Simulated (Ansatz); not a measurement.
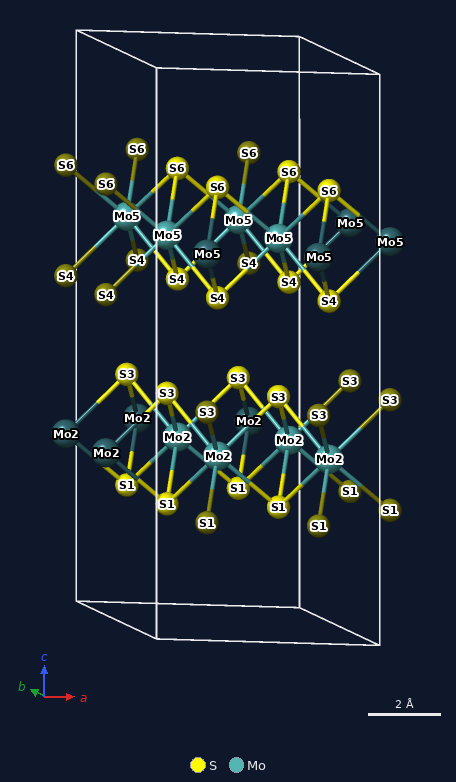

*The input geometry (ball-and-stick view of the 2 × 2 repeat of the cell, with the vacuum cut short, seen slightly off an axis; neighbours outside the cell are drawn fainter; atoms are numbered from 1 in the order of the input).*

Single-point calculation of MoS2

MoS2 (slab, 6 atoms in the cell), computed with DFT PBE+D3(BJ), scalar-relativistic, plane waves, PAW, no spin polarisation (Ansatz 0.2.0).

The structure derives from an entry of the Crystallography Open Database. Figures and captions count atoms from 1; the log counts them from 0 in places.

**The input**
```yaml
crystal:
  lattice:
    - [3.1491697115, 0.0, 0.0]
    - [-1.5745848558, 2.727260971, 0.0]
    - [0.0, 0.0, 44.3528702949]
  atoms:
    - { symbol: S, position: [0.3333333333, 0.6666666667, 0.3965519583] }
    - { symbol: Mo, position: [0.6666666667, 0.3333333333, 0.4318541753] }
    - { symbol: S, position: [0.3333333333, 0.6666666667, 0.4671563922] }
    - { symbol: S, position: [0.6666666667, 0.3333333333, 0.5328436078] }
    - { symbol: Mo, position: [0.3333333333, 0.6666666667, 0.5681458247] }
    - { symbol: S, position: [0.6666666667, 0.3333333333, 0.6034480417] }
  periodic: [true, true, false]
basis:
  ecutwfc: 420
kpoints:
  mp_grid: { grid: [6, 6, 1] }
hamiltonian:
  xc: pbe
  dispersion: d3bj
scf:
  occupations: { method: gaussian, width: 0.1 }
output:
  forces: true
  stress: true
  eigenvalues: true
```

Machine: 2 threads of Arm Neoverse V1, 24 GiB of memory available, shared host.

Command:
```bash
ansatz run input.yaml --threads 2 --pin off --max-ram 5120MiB --backend cpu --events-out ev --progress --plain --runs-dir out
```

**Log**
```
Engine: ansatz 0.2.0, aarch64-unknown-linux-gnu
Pseudopotentials: kind: paw
Pseudopotential: S, paw, valence charge 6, recommended cutoff 420 eV (normal), S.paw.azcp
Pseudopotential: Mo, paw, valence charge 14, recommended cutoff 420 eV (normal), Mo.paw.azcp
Functional definition: PBE
  parameter kappa = 0.804
  parameter beta = 0.06672455060314922
  exchange = pbe_x(kappa = kappa, mu = beta*pi^2/3)
  correlation = pbe_c(beta = beta)
Crystal: 6 atoms, lattice volume = 380.929 Å³
Basis set: ecut = 420 eV, 7373 PW (Γ), exchange–correlation on 48×48×600 points (8 copies of the dense FFT grid, shifted against one another)
Bands: 32, of which v1, the nominal top of the filled ones, is band 26 counted from 1 (25 counted from 0)
Symmetry: 12 space group operations
Space group: P-3m1 (ITA 164), of the structure as read, at distance tolerance 7.2e-5 Å
k-points: 7 of 36
Non-local potential: S, projectors of the file, l = 0: 2, l = 1: 2, l = 2: 2
Non-local potential: Mo, projectors of the file, l = 0: 3, l = 1: 2, l = 2: 2, l = 3: 1
PAW form: soft (Blöchl's): semilocal exchange-correlation on the pseudo side does not see the compensation charge
PAW one-centre angular grid: S, 110 points (default); XC on 64 Gauss nodes
PAW one-centre angular grid: Mo, 590 points (default); XC on 64 Gauss nodes
Initial density: superposition of atomic densities (neutral atoms: chi_scale 0, normalization atom), corrected by the library's trained network
Initial wavefunctions: pseudopotential atomic-orbital guess
Functional: x = pbe(κ = 0.804, μ = 0.2195149727645171), c = pbe(β = 0.06672455060314922)
SCF iter   1: F=—  HF=-13527.789462 eV  |F-HF|=—  |Δ(HF+E_count)|=         —  Δρ=3.14e-3  dr2=8.58e-2  ethr=1.77e-3  ⟨swp⟩=13.1  Hψ=1755  notcnv=0
preconditioner: auto → Resta (q_TF=auto, 1.958 Å⁻¹)  ε∞=3.1  [insulator: Δε(μ)=1.178 eV  Ē_g=7.801 eV  σ=0.100 eV  W_gap=1.00  n_scr=26 (ndim 8)  ℏωp=11.4 eV  f_vac=0.710  D(μ)=0.00/eV (n_scr^D=0)  ε∞_Penn≈3.1  vacuum switching on, ρ_ref=4.4e-3 e/Å³]
SCF iter   2: F=—  HF=-13527.801460 eV  |F-HF|=—  |Δ(HF+E_count)|=   1.20e-2  Δρ=2.31e-3  dr2=1.00e-1  ethr=1.65e-4  ⟨swp⟩=3.4  Hψ=468  notcnv=0  defer=7
SCF iter   3: F=—  HF=-13527.794979 eV  |F-HF|=—  |Δ(HF+E_count)|=   6.48e-3  Δρ=1.23e-3  dr2=2.15e-3  ethr=1.65e-4  ⟨swp⟩=2.4  Hψ=301  notcnv=0  defer=7
SCF iter   4: F=—  HF=-13527.798331 eV  |F-HF|=—  |Δ(HF+E_count)|=   3.35e-3  Δρ=2.66e-4  dr2=6.70e-4  ethr=4.13e-6  ⟨swp⟩=3.6  Hψ=520  notcnv=0  defer=7
SCF iter   5: F=—  HF=-13527.798279 eV  |F-HF|=—  |Δ(HF+E_count)|=   5.26e-5  Δρ=1.07e-4  dr2=1.08e-4  ethr=1.29e-6  ⟨swp⟩=2.9  Hψ=396  notcnv=0  defer=7
SCF iter   6: F=—  HF=-13527.798271 eV  |F-HF|=—  |Δ(HF+E_count)|=   7.89e-6  Δρ=4.60e-5  dr2=8.73e-6  ethr=2.08e-7  ⟨swp⟩=3.4  Hψ=418  notcnv=0  defer=7
SCF iter   7: F=—  HF=-13527.798106 eV  |F-HF|=—  |Δ(HF+E_count)|=   1.65e-4  Δρ=2.58e-5  dr2=8.00e-6  ethr=1.68e-8  ⟨swp⟩=3.4  Hψ=551  notcnv=0  defer=5
SCF iter   8: F=—  HF=-13527.798105 eV  |F-HF|=—  |Δ(HF+E_count)|=   9.96e-7  Δρ=1.16e-5  dr2=1.81e-6  ethr=1.54e-8  ⟨swp⟩=2.1  Hψ=281  notcnv=0  defer=5
SCF iter   9: F=-13527.798104 eV  HF=-13527.798104 eV  |F-HF|=1.12e-8  |Δ(HF+E_count)|=   8.04e-8  Δρ=1.39e-6  dr2=1.72e-8  ethr=1.92e-10  ⟨swp⟩=14.9  Hψ=1804  notcnv=0
SCF 1 converged in 9 iterations: F = -13527.798104 eV  dr2 = 1.72e-8
  greatest PAW one-centre occupation: 0.998 electrons in one spin orbital (limit 2), on the Mo atom at site 4 (counted from 0), in its partial waves of l = 0
SCF converged after 9 iterations
Free energy (F): -13527.798104 eV
Harris-Foulkes:  -13527.798104 eV  (|F-HF|=1.12e-8)
Internal energy: -13527.798104 eV  (E = F + TS)
E sigma→0 (E₀):  -13527.798104 eV
Fermi energy:    -4.820870 eV
--- Per-component energies (eV) ---
  E_band       = -1152.553449
  E_kinetic    = 1313.852526
  E_local      = -212967.270676  (includes V_loc(G=0)·N_el)
  E_nonlocal   = 398.444131
  E_hartree    = 105610.086944
  E_xc         = -757.702140
  E_vxc        = -810.936761  (∫ρ·V_xc dr)
  E_paw        = -8803.172464  (= ΣΔE_a)
  E_vpaw       = -306.821739  (= ΣTr[D̂ρ^β])
  E_aug_tail   = 0.000081  (compensation charges beyond the density's cutoff)
  E_ewald      = 101680.222956
  E_disp       = -2.259462  (pairwise vdW)
  E_smearing   = -0.000000  (= −TS)
  E_closure    = -0.000000  (closes the sum)
  Σ components = -13527.798104   (vs F -13527.798104, Δ=0.00e0)
--- Forces (eV/Å), atoms counted from 1 ---
  atom   1  S      0.00000000     0.00000000    -0.05105745
  atom   2  Mo     0.00000000     0.00000000     0.02272083
  atom   3  S     -0.00000000     0.00000000     0.02301035
  atom   4  S      0.00000000    -0.00000000    -0.02301035
  atom   5  Mo    -0.00000000    -0.00000000    -0.02272083
  atom   6  S      0.00000000    -0.00000000     0.05105745
  max |Σ_I F_I| component: 1.73e-17 eV/Å
--- 2D stress c σ (N/m, compression-positive) ---
        0.414602       0.000000       0.000000
       -0.000000       0.414602       0.000000
        0.000000       0.000000       0.000000
  P = ½ c Tr σ = 0.4146 N/m
--- Band table (eV; the first three rows and the last of 7) ---
  k-point 0: bands = ["-66.7454", "-66.7454", "-40.9089", "-40.9088", "-40.6604", "-40.6604", "-40.6604", "-40.6604", "-20.2329", "-20.0529", "-18.9492", "-18.6777", "-11.9784", "-11.3661", "-8.5121", "-8.5121", "-8.5035", "-8.5035", "-8.3618", "-7.3934", "-7.3934", "-7.3630", "-7.3630", "-7.2012", "-6.1892", "-5.4155", "-3.0977", "-3.0977", "-3.0718", "-3.0718", "-2.8881", "-2.8881"]
  k-point 1: bands = ["-66.7346", "-66.7346", "-40.8878", "-40.8878", "-40.7663", "-40.7663", "-40.6844", "-40.6844", "-19.8195", "-19.6436", "-18.7595", "-18.5210", "-11.5526", "-10.9578", "-9.3224", "-9.2720", "-9.1406", "-8.6525", "-8.1005", "-8.0746", "-7.9638", "-7.9275", "-7.2106", "-6.7910", "-6.3408", "-6.0664", "-3.6685", "-3.4389", "-3.3148", "-3.2999", "-3.1707", "-3.0540"]
  k-point 2: bands = ["-66.7130", "-66.7130", "-40.9730", "-40.9730", "-40.8455", "-40.8455", "-40.7322", "-40.7322", "-18.8431", "-18.6976", "-18.3164", "-18.1718", "-11.4030", "-11.1466", "-10.4228", "-10.1555", "-9.9421", "-9.6188", "-8.7942", "-8.7448", "-7.7643", "-7.4668", "-7.2612", "-7.1860", "-6.9957", "-6.8457", "-3.7147", "-3.6838", "-3.5836", "-3.3457", "-2.6031", "-2.1369"]
  k-point 6: bands = ["-66.6968", "-66.6968", "-40.9718", "-40.9718", "-40.9249", "-40.9249", "-40.8137", "-40.8137", "-17.8843", "-17.8843", "-17.8392", "-17.8392", "-11.4996", "-11.3934", "-10.6490", "-10.6490", "-10.1505", "-9.9884", "-9.5615", "-9.5615", "-8.8732", "-8.8732", "-8.0693", "-8.0693", "-5.9821", "-5.8792", "-4.1327", "-4.1327", "-3.2122", "-2.6110", "-2.3157", "-2.3157"]
```

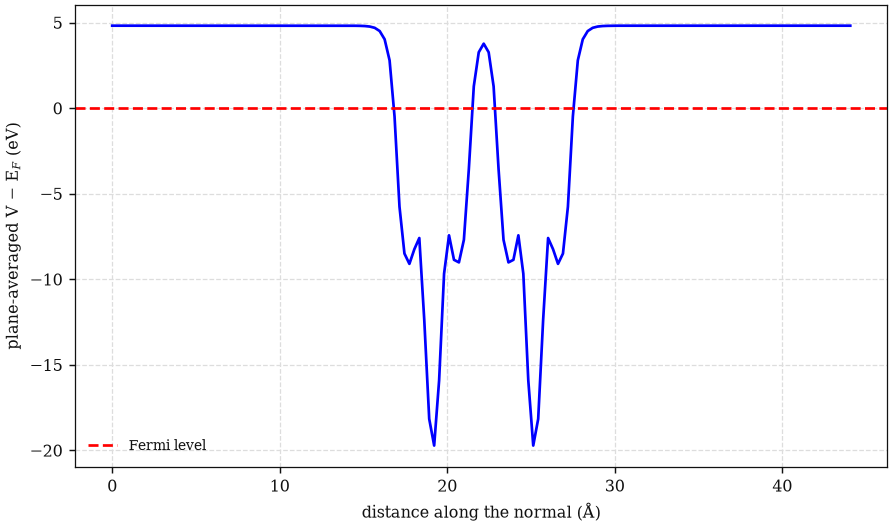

*Plane average of the electrostatic potential energy of an electron across the cell, from the Fermi level.*

The vacuum level lies 4.82 eV above the Fermi level.

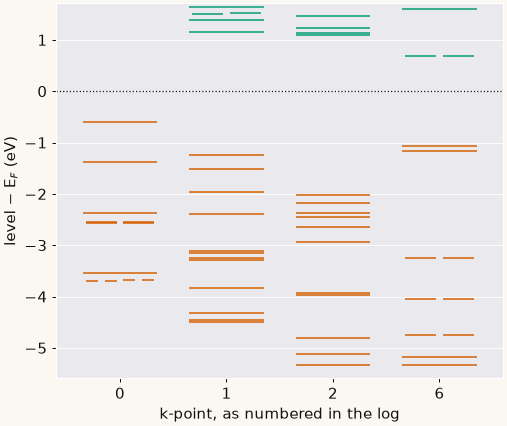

*Kohn–Sham levels near the Fermi level (dotted) at the few k-points that the log prints; levels within 0.02 eV of each other stand side by side.*

Among these points the highest filled and lowest empty levels are 1.28 eV apart; the gap on the full mesh, 1.20 eV, has an edge at a point that isn't printed.

**Summary**

```json
{"quantity": "outcome", "value": "converged"}
{"quantity": "electrons treated", "value": "52"}
{"quantity": "free energy", "value": "−13527.7981 eV"}
{"quantity": "work function, top face", "value": "4.82 eV"}
{"quantity": "work function, bottom face", "value": "4.82 eV"}
{"quantity": "Fermi energy", "value": "−4.821 eV"}
{"quantity": "gap on the k-point mesh", "value": "1.20 eV"}
{"quantity": "work function (upper face)", "value": "4.82 eV"}
{"quantity": "largest force (length of the vector)", "value": "0.051 eV/Å"}
{"quantity": "wall time", "value": "4.5 s (CPU time 8.2 s)"}
{"quantity": "peak memory", "value": "0.6 GiB"}
```
